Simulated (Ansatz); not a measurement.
# Calculations on CoSi₂

Part 1: Relaxation

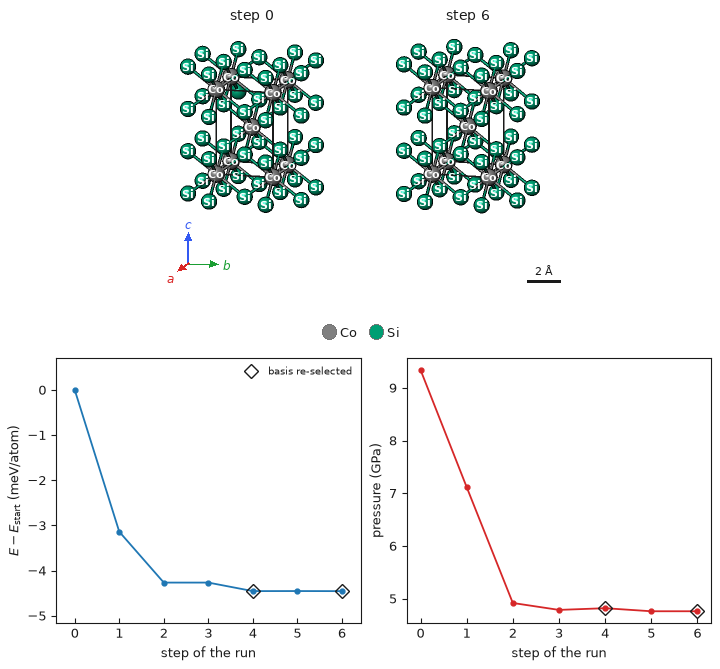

First and last geometry of a relaxation of crystalline CoSi2 (set up in I4/mmm), with the history of the run. The picture is a ball-and-stick view of the cell of the calculation, seen slightly off an axis.

Case: biaxial strain in the a-b plane of -3.0 %; c and atoms relaxed.

All numbers below come from Ansatz 0.2.0, DFT PBEsol, scalar-relativistic, plane waves, PAW.

Input file:
```yaml
crystal:
  lattice:
    - [2.5765663423, 2.5765663423, 0.0]
    - [-2.5765663423, 2.5765663423, 0.0]
    - [0.0, 0.0, 5.408133065]
  atoms:
    - { symbol: Co, position: [0.0, 0.0, 0.0] }
    - { symbol: Co, position: [0.5, 0.5, 0.5] }
    - { symbol: Si, position: [0.0, 0.5, 0.75] }
    - { symbol: Si, position: [0.5, 0.0, 0.75] }
    - { symbol: Si, position: [0.5, 0.0, 0.25] }
    - { symbol: Si, position: [0.0, 0.5, 0.25] }
basis:
  ecutwfc: 420
kpoints:
  mp_grid: { grid: [10, 10, 8] }
hamiltonian:
  xc: pbesol
scf:
  occupations: { method: gaussian, width: 0.1 }
output:
  forces: true
  stress: true
  eigenvalues: true
relax:
  adjacent_minimum: "off"
  f_tol: 0.008
  max_steps: 40
  cell: { stress_tol: 0.015, fix: [a, b, gamma] }
```

Run as
```bash
ansatz run input.yaml --threads 1 --pin off --max-ram 2560MiB --backend cpu --events-out ev --progress --plain --runs-dir out
```

Question: Read the history and describe the run.

Answer: It converged. No atom moves by more than 0.005 Å relative to the cell. The volume changes by +2.1 %, with a = b unchanged at 3.644 Å, c 5.408 → 5.523 Å (+2.1 %). Near-neighbour distances that change, for instance: Co1–Si3 2.269 → 2.286 Å. The space group stays I4/mmm (No. 139). The energy falls by 4.5 meV per atom in 4 accepted moves (6 points after the start). All forces vanish by symmetry, so only the cell relaxes. Pressure: 9.34 GPa at the start and 4.76 GPa at the end. At 2 points the geometry stayed and the basis and grid were re-selected for the new cell (energy shift of 0.2 meV per atom at most each time).

```tsv
step	E − E(0), meV/atom	pressure, GPa	volume, Å³/atom	note
0	0.00	9.34	11.968	
1	-3.14	7.12	12.087	
2	-4.27	4.92	12.211	
3	-4.27	4.79	12.219	
4	-4.45	4.82	12.219	same geometry, new basis
5	-4.45	4.76	12.222	
6	-4.45	4.76	12.222	same geometry, new basis
```

Part 2: Relaxation

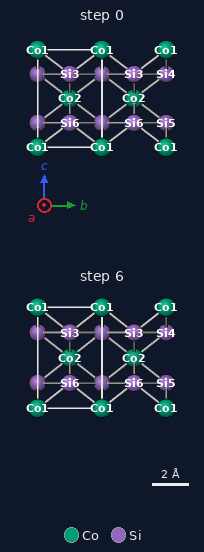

The structure of a crystal of CoSi₂ (set up in I4/mmm) before (top) and after (bottom) a relaxation, at one scale.

A ball-and-stick model of the cell of the calculation, repeated 1 × 2 × 1 with one cell outlined, seen along the a axis.

Case: biaxial strain in the a-b plane of -4.5 %; c and atoms relaxed.

All numbers below come from Ansatz 0.2.0, DFT PBEsol, scalar-relativistic, plane waves, PAW.

The input:
```yaml
crystal:
  lattice:
    - [2.5367225329, 2.5367225329, 0.0]
    - [-2.5367225329, 2.5367225329, 0.0]
    - [0.0, 0.0, 5.4559456363]
  atoms:
    - { symbol: Co, position: [0.0, 0.0, 0.0] }
    - { symbol: Co, position: [0.5, 0.5, 0.5] }
    - { symbol: Si, position: [0.0, 0.5, 0.75] }
    - { symbol: Si, position: [0.5, 0.0, 0.75] }
    - { symbol: Si, position: [0.5, 0.0, 0.25] }
    - { symbol: Si, position: [0.0, 0.5, 0.25] }
basis:
  ecutwfc: 420
kpoints:
  mp_grid: { grid: [10, 10, 8] }
hamiltonian:
  xc: pbesol
scf:
  occupations: { method: gaussian, width: 0.1 }
output:
  forces: true
  stress: true
  eigenvalues: true
relax:
  adjacent_minimum: "off"
  f_tol: 0.008
  max_steps: 40
  cell: { stress_tol: 0.015, fix: [a, b, gamma] }
```

Run as
```bash
ansatz run input.yaml --threads 1 --pin off --max-ram 2560MiB --backend cpu --events-out ev --progress --plain --runs-dir out
```

What changed between the two?

The atoms keep their places relative to the cell (all moves are under 0.005 Å). The volume changes by +3.5 %, with a = b unchanged at 3.587 Å, c 5.456 → 5.644 Å (+3.5 %). Near-neighbour distances that change, for instance: Co1–Si3 2.253 → 2.282 Å. The space group stays I4/mmm (No. 139). The energy falls by 69.4 meV per cell of the calculation in 4 accepted moves (6 points after the start). All forces vanish by symmetry, so only the cell relaxes. Pressure: 15.03 GPa at the start and 7.21 GPa at the end. The SCF was repeated twice at an unchanged geometry on a basis and grid sized afresh for the cell, which shifted the energy by 2.3 meV per cell of the calculation at most. The run took 110 s on 1 thread of Arm Neoverse V1 (shared host), peak memory 0.46 GiB.

Part 3: A change

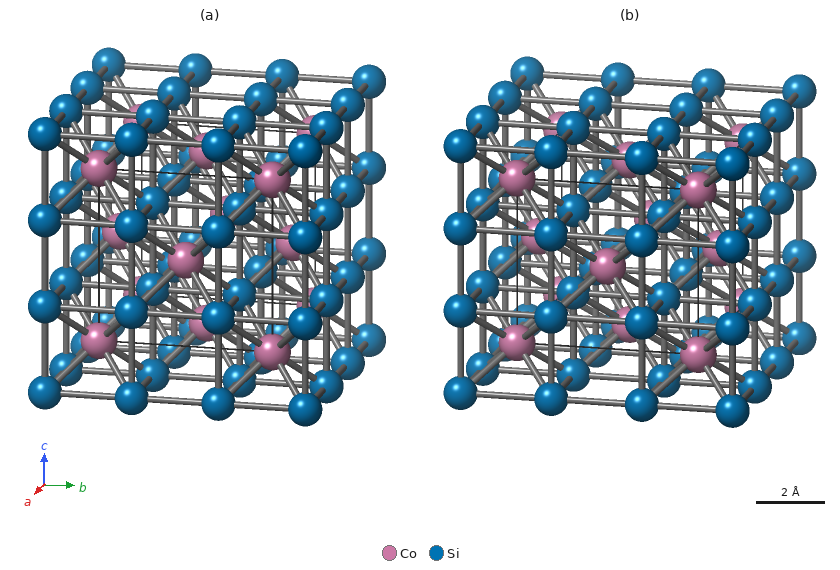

Left: solid CoSi₂ (set up in Fm-3m). Right: the same structure after one change, at the same scale. A ball-and-stick model of the conventional cell (2 times the calculation's cell), seen slightly off an axis. Lengths and directions refer to the drawn axes.

All numbers below come from DFT PBEsol, scalar-relativistic, plane waves, PAW (Ansatz). Settings: plane-wave cutoff 420 eV; k-point mesh 10 × 10 × 8; occupations gaussian; smearing width 0.1 eV; no spin polarisation.

### Which change leads from the left to the right?

Biaxial strain in the a–b plane, +4.5 %, is applied. The c axis and the atoms are relaxed.

### And its effect?

The volume changes by +4.3 %, with a = b 5.313 → 5.552 Å (+4.5 %), c 5.313 → 5.076 Å (−4.5 %). No atom moves by more than 0.005 Å relative to the cell. Some distances before and after: Si–Si 2.656 → 2.538 to 2.776 Å, Co–Si 2.300 → 2.337 Å. The space group (tolerance 0.01 Å) goes from Fm-3m (No. 225) to I4/mmm (No. 139). The energy rises by 37.4 meV per atom. Pressure: 0.0 GPa before, −6.9 GPa after. The principal stresses (compression positive) are 0.0 GPa along c and −10.4 GPa across it.
